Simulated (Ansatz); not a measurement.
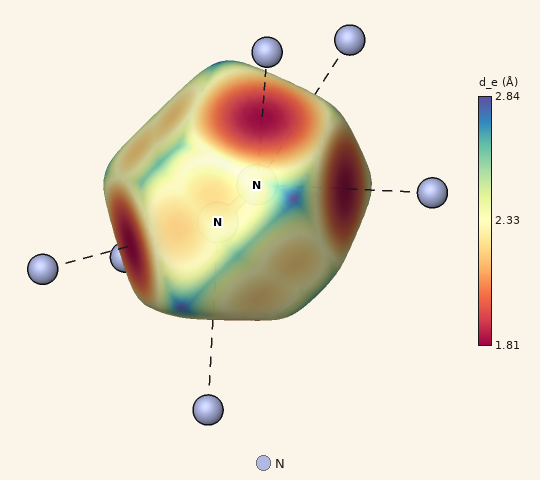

Hirshfeld surface computed for the N₂ molecule in N in space group P6_3/mmc, coloured by d_e. Dashed lines lead to the closest neighbours outside.

The surface is where the fragment's share of the procrystal density (the sum of the densities of spherically averaged neutral Hartree-Fock atoms) equals one half. d_i and d_e are the distances from the surface to the nearest nucleus inside and outside. Van der Waals radii (Alvarez): N 1.66 Å.

The cell is taken from the input geometry of an electronic-structure calculation (not necessarily at equilibrium).

```xyz
4
Lattice="4.3671 0.0000 0.0000 -2.1835 3.7820 0.0000 0.0000 0.0000 7.4219" Properties=species:S:1:pos:R:3 pbc="T T T"
N     0.0000    2.5213    6.1164
N     0.0000    2.5213    5.0164
N     2.1835    1.2607    2.4055
N     2.1835    1.2607    1.3055
```

Which contact with the surroundings is the closest relative to the atoms' sizes?

Answer. N···N at 3.63 Å, 109 % of the sum of the van der Waals radii.

How is the surface shared among contacts (both directions of a pair summed)?

Answer. N···N 100 %.

Give the size and shape of the surface.

Answer. It encloses about 58 Å³, has an area of about 75 Å² and a globularity of 0.96 (1 for a sphere).
